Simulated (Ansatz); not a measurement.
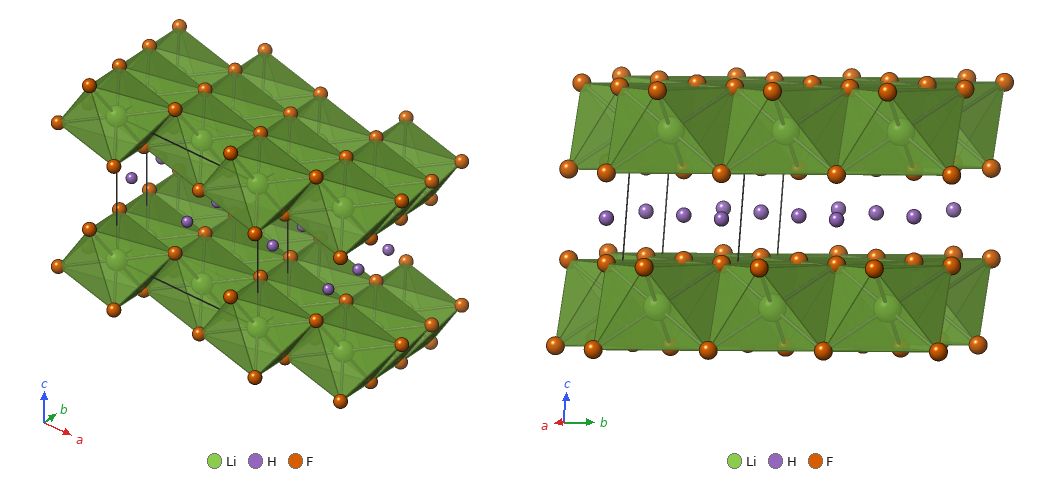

Polyhedra are drawn about Li (bonds: F–Li below 2.2 Å); other atoms are plain spheres. Two views of the same piece.

The compound is LiHF₂, taken as the input geometry of an electronic-structure calculation (not necessarily at equilibrium).

Sharing among the drawn polyhedra:

```
site       polyhedron  corner-sharing neighbours  edge-sharing  face-sharing  bond (Å)
  Li  LiF6 octahedron                          0             6             0      1.99
```

They form layers of edge-sharing octahedra parallel to (001). Their corner atoms also have H as close neighbours (those links are not drawn).
